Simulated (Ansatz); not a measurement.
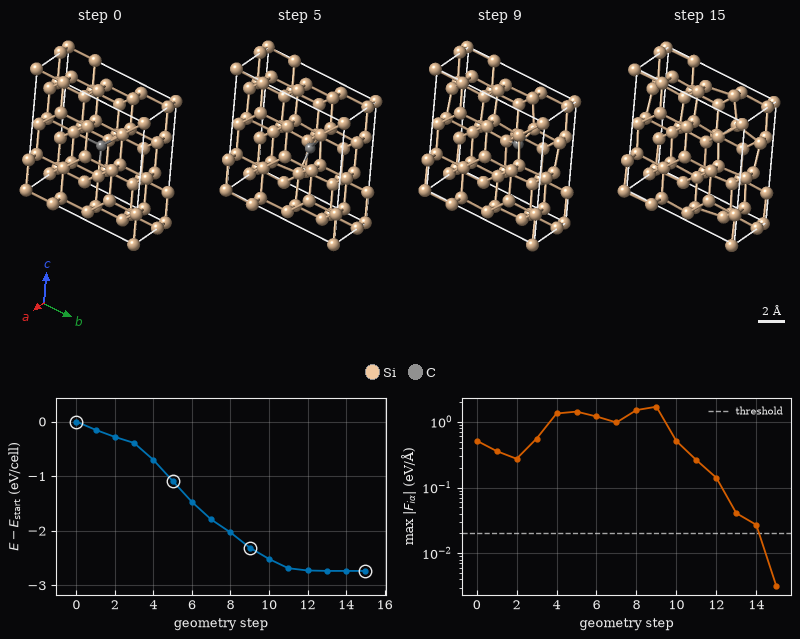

Frames of a relaxation of a defect cell of composition Si$_{32}$C, marked on the history of the run. The picture is a ball-and-stick view of the cell of the calculation (origin shifted), seen slightly off an axis.

Case: C interstitial, charge +0, atoms relaxed.

Level of theory: Ansatz 0.2.0, DFT PBE, scalar-relativistic, plane waves, PAW. Settings: plane-wave cutoff 420 eV; k-point mesh 2 × 2 × 2; occupations gaussian; smearing width 0.02 eV; mesh shifted by (0.5, 0.5, 0.5); no spin polarisation; atoms relaxed in a fixed cell; force threshold 0.02 eV/Å; at most 60 steps.

Question: What happens along the run?

Answer: The energy falls by 2.735 eV per cell of the calculation in 15 geometry steps. The largest force component goes from 0.52 to 0.0032 eV/Å. The C atom moves most: 1.56 Å along [0 1 1]. Largest moves by element: C 1.56 Å, Si 0.61 Å. The lattice vectors keep their values. Among the contacts that change: C–Si 2.407 → 3.697 Å, C–Si 2.373 → 3.640 Å, C–Si 2.699 → 1.754 Å, C–Si 2.352 → 1.824 Å. New bonds form, among them: C–Si (2.70 → 1.75 Å). Bond angles that change, for instance: Si–Si–C 179.2° → 123.4°, Si–C–Si 110.9° → 145.6°, Si–Si–C 71.3° → 105.6°. From step 0 to 5: the C atom moves most (0.71 Å), energy −1.086 eV per cell of the calculation. From step 5 to 9: the C atom moves most (0.74 Å), energy −1.223 eV per cell of the calculation. From step 9 to 15: the C atom moves most (0.58 Å), energy −0.427 eV per cell of the calculation.
